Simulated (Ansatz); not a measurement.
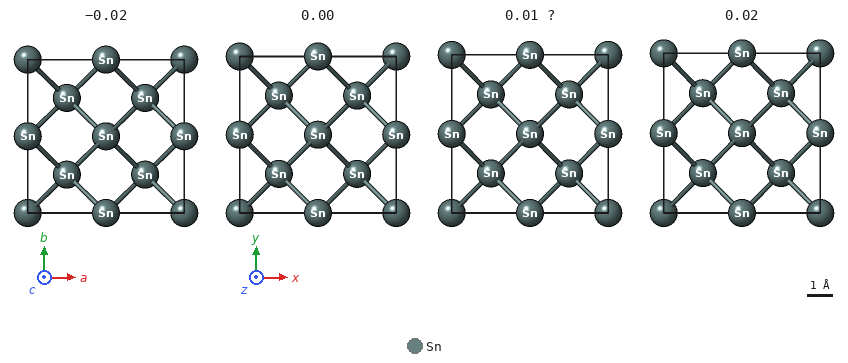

A scan of a crystal of Sn (Fd-3m): the cell is strained along y alone, with the atoms kept at their fractional coordinates. x, y and z are the Cartesian axes of the input. Style: ball-and-stick. Shown: the conventional cell (4 times the calculation's cell), along the c axis. Lengths and directions refer to the drawn axes.

The calculation used Ansatz 0.2.0, DFT LDA, scalar-relativistic, plane waves, PAW. Set-up: plane-wave cutoff 420 eV; k-point mesh 12 × 12 × 12; occupations gaussian; smearing width 0.15 eV; no spin polarisation. Energies (free energies at the smearing named) are counted from the cell as listed in its source, which wasn't relaxed.

| strain | E − E(ref) (meV/atom) |
| --- | --- |
| −0.020 | 1.31 |
| −0.015 | 0.45 |
| −0.010 | −0.05 |
| 0.000 | 0.00 |
| 0.005 | 0.54 |
| 0.010 | ? |
| 0.015 | 2.62 |
| 0.020 | 4.16 |

Q: Fill in the missing row.

A: A straight line between the two neighbours gives 1.58 meV/atom. A cubic through the four nearest rows (0.000, 0.005, 0.015, 0.020) gives, with Lagrange weights, (−0.1667)(0.00) + (0.6667)(0.54) + (0.6667)(2.62) + (−0.1667)(4.16) = 1.41 meV/atom. The calculation gives 1.42 meV/atom, so the cubic is 0.01 meV/atom too low and the straight line 0.16 meV/atom too high, as the curve bends upwards here.

The whole profile:

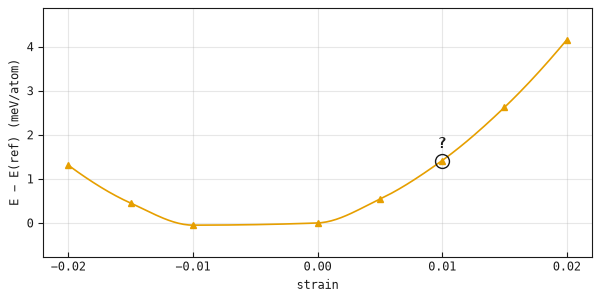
